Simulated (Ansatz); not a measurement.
Single-point calculation of TaN (part 1 of 3)

- system: TaN (4 atoms in the cell)
- method: DFT PBEsol+U, non-collinear, scalar-relativistic, plane waves, PAW, Ueff = 6 eV on Ta atom 1 d; Ueff = 6 eV on Ta atom 2 d (Ansatz 0.2.0)

The structure derives from an entry of the Crystallography Open Database. It belongs to a series of runs on one base structure; here: canted directions free. Figures and captions count atoms from 1; the log counts them from 0 in places.

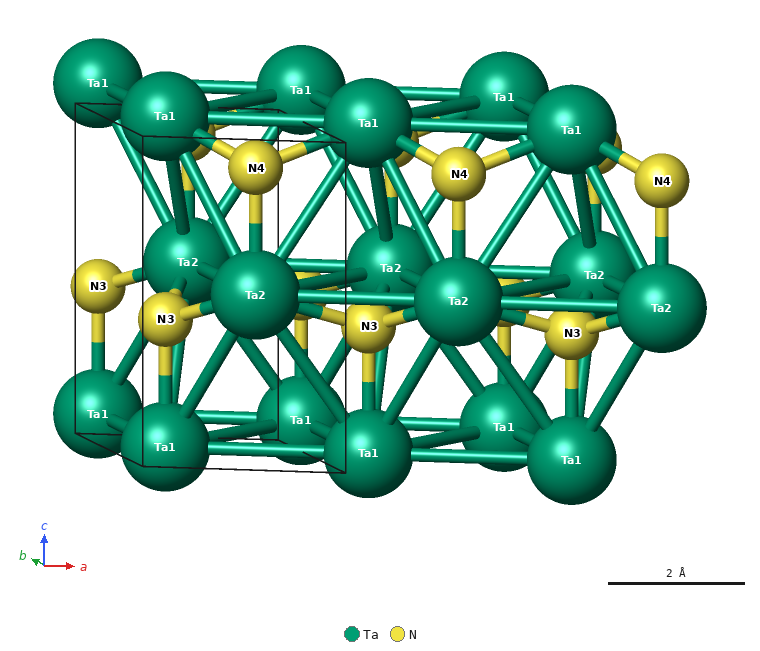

Fig. 1: The structure (ball-and-stick view of the cell of the calculation, repeated 3 × 2 × 1, seen slightly off an axis; atoms are numbered from 1 in the order of the input).

**Input**
```yaml
crystal:
  lattice:
    - [3.05000204, 0.0, 0.0]
    - [-1.52500102, 2.64137925, 0.0]
    - [0.0, 0.0, 4.94000153]
  atoms:
    - { symbol: Ta, position: [0.3333333333, 0.6666666667, 0.0], spin: 2.0, spin_axis: [0.0, 0.0, 1.0] }
    - { symbol: Ta, position: [0.6666666667, 0.3333333333, 0.5], spin: 2.0, spin_axis: [0.866025, 0.0, 0.5] }
    - { symbol: "N", position: [0.3333333333, 0.6666666667, 0.385] }
    - { symbol: "N", position: [0.6666666667, 0.3333333333, 0.885] }
basis:
  ecutwfc: 420
  ecutrho_ratio: 4
kpoints:
  mp_grid: { grid: [7, 7, 4] }
hamiltonian:
  xc: pbesol
  hubbard:
    sites:
      - { site: 0, l: d, u_eff: 6.0, starting_ns: [{ occupation_matrix: s0 }] }
      - { site: 1, l: d, u_eff: 6.0, starting_ns: [{ occupation_matrix: s1 }] }
    occupation_matrices:
      s0:
        spinor_matrix:
          - [[0.02, 0.0], [0.0, 0.0], [0.0, 0.0], [0.0, 0.0], [0.0, 0.0], [0.0, 0.0], [0.0, 0.0], [0.0, 0.0], [0.0, 0.0], [0.0, 0.0]]
          - [[0.0, 0.0], [0.28994, 0.0], [0.0, 0.0], [0.0, 0.0], [-0.42846, 0.0], [0.0, 0.0], [0.0, 0.0], [0.0, 0.0], [0.0, 0.0], [0.0, 0.0]]
          - [[0.0, 0.0], [0.0, 0.0], [0.28994, 0.0], [-0.42846, 0.0], [0.0, 0.0], [0.0, 0.0], [0.0, 0.0], [0.0, 0.0], [0.0, 0.0], [0.0, 0.0]]
          - [[0.0, 0.0], [0.0, 0.0], [-0.42846, 0.0], [0.70006, 0.0], [0.0, 0.0], [0.0, 0.0], [0.0, 0.0], [0.0, 0.0], [0.0, 0.0], [0.0, 0.0]]
          - [[0.0, 0.0], [-0.42846, 0.0], [0.0, 0.0], [0.0, 0.0], [0.70006, 0.0], [0.0, 0.0], [0.0, 0.0], [0.0, 0.0], [0.0, 0.0], [0.0, 0.0]]
          - [[0.0, 0.0], [0.0, 0.0], [0.0, 0.0], [0.0, 0.0], [0.0, 0.0], [0.02, 0.0], [0.0, 0.0], [0.0, 0.0], [0.0, 0.0], [0.0, 0.0]]
          - [[0.0, 0.0], [0.0, 0.0], [0.0, 0.0], [0.0, 0.0], [0.0, 0.0], [0.0, 0.0], [0.02, 0.0], [0.0, 0.0], [0.0, 0.0], [0.0, 0.0]]
          - [[0.0, 0.0], [0.0, 0.0], [0.0, 0.0], [0.0, 0.0], [0.0, 0.0], [0.0, 0.0], [0.0, 0.0], [0.02, 0.0], [0.0, 0.0], [0.0, 0.0]]
          - [[0.0, 0.0], [0.0, 0.0], [0.0, 0.0], [0.0, 0.0], [0.0, 0.0], [0.0, 0.0], [0.0, 0.0], [0.0, 0.0], [0.02, 0.0], [0.0, 0.0]]
          - [[0.0, 0.0], [0.0, 0.0], [0.0, 0.0], [0.0, 0.0], [0.0, 0.0], [0.0, 0.0], [0.0, 0.0], [0.0, 0.0], [0.0, 0.0], [0.02, 0.0]]
      s1:
        spinor_matrix:
          - [[0.02, 0.0], [0.0, 0.0], [0.0, 0.0], [0.0, 0.0], [0.0, 0.0], [0.0, 0.0], [0.0, 0.0], [0.0, 0.0], [0.0, 0.0], [0.0, 0.0]]
          - [[0.0, 0.0], [0.22245, 0.0], [0.0, 0.0], [0.0, 0.0], [0.32134, 0.0], [0.0, 0.0], [0.11689, 0.0], [0.0, 0.0], [0.0, 0.0], [0.18553, 0.0]]
          - [[0.0, 0.0], [0.0, 0.0], [0.22245, 0.0], [0.32134, 0.0], [0.0, 0.0], [0.0, 0.0], [0.0, 0.0], [0.11689, 0.0], [0.18553, 0.0], [0.0, 0.0]]
          - [[0.0, 0.0], [0.0, 0.0], [0.32134, 0.0], [0.53005, 0.0], [0.0, 0.0], [0.0, 0.0], [0.0, 0.0], [0.18553, 0.0], [0.29448, 0.0], [0.0, 0.0]]
          - [[0.0, 0.0], [0.32134, 0.0], [0.0, 0.0], [0.0, 0.0], [0.53005, 0.0], [0.0, 0.0], [0.18553, 0.0], [0.0, 0.0], [0.0, 0.0], [0.29448, 0.0]]
          - [[0.0, 0.0], [0.0, 0.0], [0.0, 0.0], [0.0, 0.0], [0.0, 0.0], [0.02, 0.0], [0.0, 0.0], [0.0, 0.0], [0.0, 0.0], [0.0, 0.0]]
          - [[0.0, 0.0], [0.11689, 0.0], [0.0, 0.0], [0.0, 0.0], [0.18553, 0.0], [0.0, 0.0], [0.08748, 0.0], [0.0, 0.0], [0.0, 0.0], [0.10711, 0.0]]
          - [[0.0, 0.0], [0.0, 0.0], [0.11689, 0.0], [0.18553, 0.0], [0.0, 0.0], [0.0, 0.0], [0.0, 0.0], [0.08748, 0.0], [0.10711, 0.0], [0.0, 0.0]]
          - [[0.0, 0.0], [0.0, 0.0], [0.18553, 0.0], [0.29448, 0.0], [0.0, 0.0], [0.0, 0.0], [0.0, 0.0], [0.10711, 0.0], [0.19002, 0.0], [0.0, 0.0]]
          - [[0.0, 0.0], [0.18553, 0.0], [0.0, 0.0], [0.0, 0.0], [0.29448, 0.0], [0.0, 0.0], [0.10711, 0.0], [0.0, 0.0], [0.0, 0.0], [0.19002, 0.0]]
    ns_hold: { iters: 8 }
scf:
  occupations: { method: gaussian, width: 0.05 }
  lower_state_search: "off"
  max_iter: 150
output:
  forces: true
  stress: true
  eigenvalues: true
  populations: true
  hubbard: { sites: [{ site: 0, l: d }, { site: 1, l: d }] }
  write_density: true
  write_potential: true
  elf: true
  volumetric_format: npy
magnetization:
  noncollinear: true
  spin_orbit: false
```

Command:
```bash
ansatz run input.yaml --threads 2 --pin off --max-ram 3072MiB --backend cpu --events-out ev --progress --plain --runs-dir out
```

**The program's output**
```
Ta: projections on atomic orbitals take those of the free atom [Kr 4d10 4f14] 5s2 5p6 5d3 6s2, of charge +0.00 (hamiltonian.pseudopotentials.projection_atoms); the dataset's partial waves leave at most 6.0e-5 of an orbital's norm unspanned inside its sphere
N: projections on atomic orbitals take those of the free atom [He] 2s2 2p3, of charge +0.00 (hamiltonian.pseudopotentials.projection_atoms); the dataset's partial waves leave at most 9.3e-9 of an orbital's norm unspanned inside its sphere
Engine: ansatz 0.2.0, aarch64-unknown-linux-gnu
Pseudopotentials: kind: paw
Pseudopotential: Ta, paw, valence charge 13, recommended cutoff 420 eV (normal), Ta.paw.azcp
Pseudopotential: N, paw, valence charge 5, recommended cutoff 420 eV (normal), N.paw.azcp
Functional definition: PBEsol
  exchange = pbesol_x
  correlation = pbesol_c
Crystal: 4 atoms, lattice volume = 39.798 Å³
Basis set: ecut = 420 eV, 785 PW (Γ), exchange–correlation on 48×48×72 points (8 copies of the dense FFT grid, shifted against one another)
Bands: 44, of which v1, the nominal top of the filled ones, is band 36 counted from 1 (35 counted from 0)
Symmetry: 1 space group operations
Magnetic group: BNS 1.1 (UNI 1), of the structure as read, at distance tolerance 3.4e-5 Å
k-points: 196
Non-local potential: Ta, projectors of the file, l = 0: 3, l = 1: 2, l = 2: 2, l = 3: 1
Non-local potential: N, projectors of the file, l = 0: 2, l = 1: 2, l = 2: 1
PAW form: soft (Blöchl's): semilocal exchange-correlation on the pseudo side does not see the compensation charge
PAW frozen core: Ta, regenerated for the run's functional, and the local potential with it (the file was generated under x = pbe(κ = 0.804, μ = 0.2195149727645171), c = pbe(β = 0.06672455060314922))
PAW frozen core: N, regenerated for the run's functional, and the local potential with it (the file was generated under x = pbe(κ = 0.804, μ = 0.2195149727645171), c = pbe(β = 0.06672455060314922))
PAW one-centre angular grid: Ta, 590 points (default); XC on 64 Gauss nodes
PAW one-centre angular grid: N, 110 points (default); XC on 64 Gauss nodes
Initial density: superposition of atomic densities (chi_scale 0.1, normalization cell, long waves kept (reshape's long-wave potential 0.00 eV rms))
Starting moments: Σ|m| = 4 μB on 2 of 4 sites
Initial wavefunctions: pseudopotential atomic-orbital guess
Functional: x = pbesol(κ = 0.804, μ = 0.12345679012345678), c = pbesol(β = 0.046)
```
